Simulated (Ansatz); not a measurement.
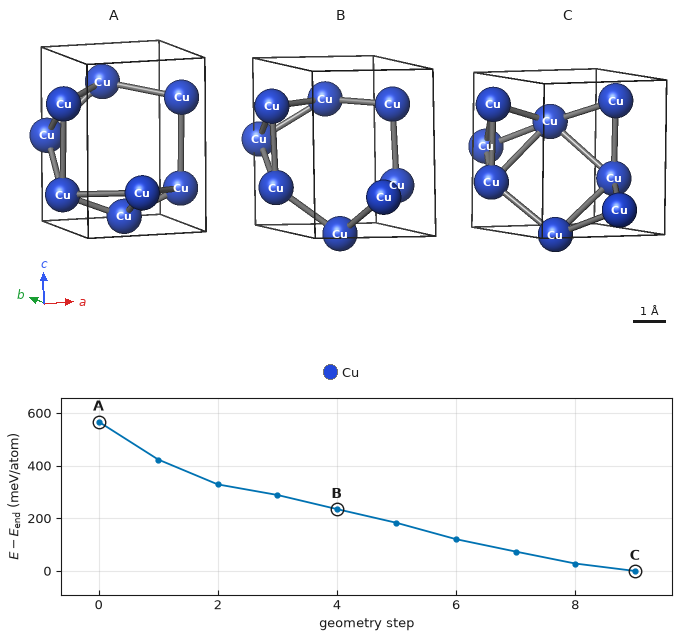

Frames of a relaxation of a crystal of Cu (a generated structure, set up in P1) (coarse preliminary run), marked on the history of the run. Style: ball-and-stick. Shown: the cell of the calculation, slightly off an axis.

The calculation used DFT PBE, scalar-relativistic, plane waves, PAW in Ansatz 0.2.0. Settings: plane-wave cutoff 420 eV; k-point mesh 6 × 6 × 4; occupations gaussian; smearing width 0.2 eV; no spin polarisation; cell and atoms relaxed; force threshold 0.025 eV/Å; at most 60 steps.

### What happens along the run?

The run was cut off at its time limit before the relaxation converged, so the last structure is only a point on the way. The atom that moves furthest relative to the cell is a Cu atom (1.07 Å roughly along [2 3 0]). The volume changes by −18.2 %, with a 3.980 → 3.935 Å (−1.1 %), b 3.885 → 4.043 Å (+4.1 %), c 5.608 → 5.018 Å (−10.5 %), α 89.0° → 93.8°, β 89.9° → 88.7°, γ 93.2° → 117.2°. Some distances before and after: Cu–Cu 4.643 → 2.470 Å, Cu–Cu 4.620 → 2.478 Å, Cu–Cu 4.567 → 2.498 Å, Cu–Cu 4.477 → 2.499 Å. New bonds form: Cu–Cu (3.57 → 2.50 Å), Cu–Cu (4.16 → 2.52 Å), Cu–Cu (4.48 → 2.50 Å), Cu–Cu (4.57 → 2.50 Å). The space group stays P1 (No. 1). Over 9 geometry steps the energy falls by 567 meV per atom. Largest force component: 3.5 eV/Å at the start, 0.26 eV/Å at the end. Pressure: 7.42 GPa at the start and 0.56 GPa at the end. Cost: 9.7 min on 1 thread of Arm Neoverse V2, with other jobs on the host, peak memory 0.62 GiB. From step 0 to 4: a Cu atom moves most (0.52 Å), volume −3.8 %, energy −332 meV per atom. From step 4 to 9: Cu atoms move most (0.69 Å), volume −14.9 %, energy −235 meV per atom.

| step | E − E(0), meV/atom | largest force component, eV/Å | pressure, GPa | volume, Å³/atom |
| --- | --- | --- | --- | --- |
| 0 | 0.00 | 3.4668 | 7.42 | 14.427 |
| 1 | -143.88 | 1.8740 | 2.88 | 14.421 |
| 2 | -238.43 | 0.7082 | 1.49 | 14.184 |
| 3 | -278.61 | 0.4476 | 0.70 | 14.037 |
| 4 | -332.26 | 0.7213 | -1.67 | 13.874 |
| 5 | -384.39 | 0.7435 | -3.36 | 13.525 |
| 6 | -446.61 | 0.7317 | -0.38 | 12.647 |
| 7 | -493.68 | 0.7072 | 0.31 | 12.157 |
| 8 | -539.12 | 0.3631 | -0.14 | 11.930 |
| 9 | -567.37 | 0.2599 | 0.56 | 11.807 |
